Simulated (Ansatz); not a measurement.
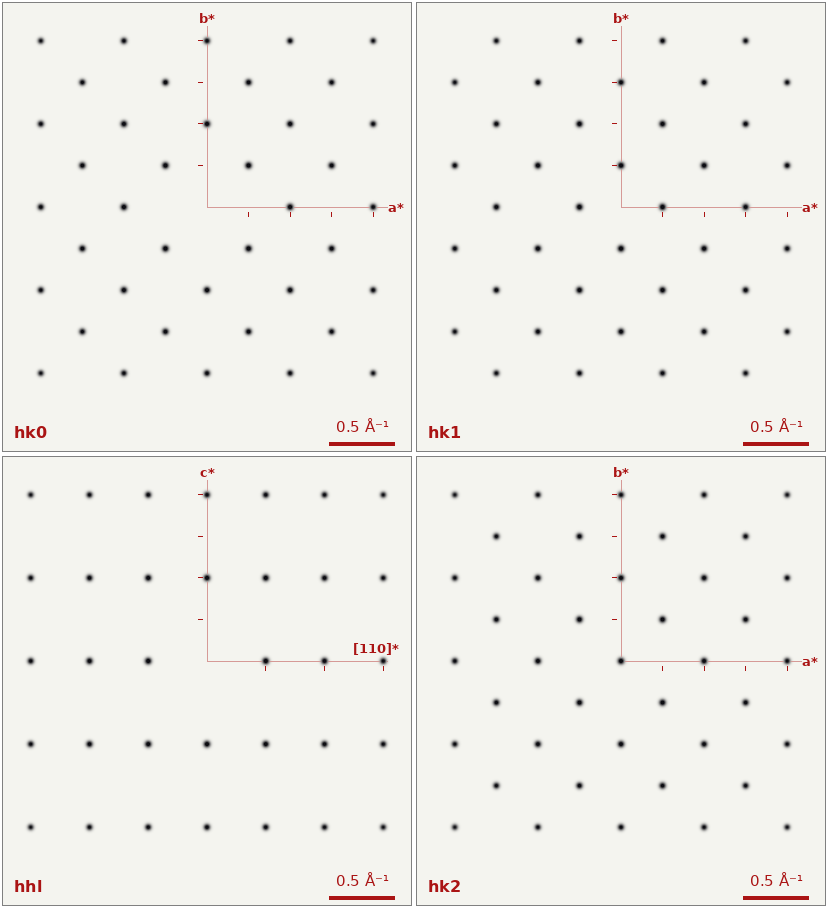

Four undistorted layers of reciprocal space, calculated for a single crystal (neutrons, kinematic |F|², B = 0.5 Å²). Tick marks count the reciprocal lattice steps of the conventional cell along each axis.

The compound is Re. Structure: the input geometry of an electronic-structure calculation (not necessarily at equilibrium); the starting structure was generated, so it need not be a known form of this composition.

### What cell do the layers give?

a* = 0.324, b* = 0.324, c* = 0.324 Å⁻¹; the cell is cubic with a = 3.08 Å.

### Which reflection conditions do the layers show?

Reflections are present only under these conditions. hkl: h + k + l = 2n; hk0: h + k = 2n; hhl: l = 2n; h00: h = 2n. The lattice is body-centred (I).

### Which space groups fit?

The intensities have Laue symmetry m-3m (the hk0 layer shows 4mm, hk1 shows 4mm). With these conditions the candidates are I432 (No. 211), I-43m (No. 217), Im-3m (No. 229). Diffraction geometry alone does not choose among them; the structure has Im-3m.
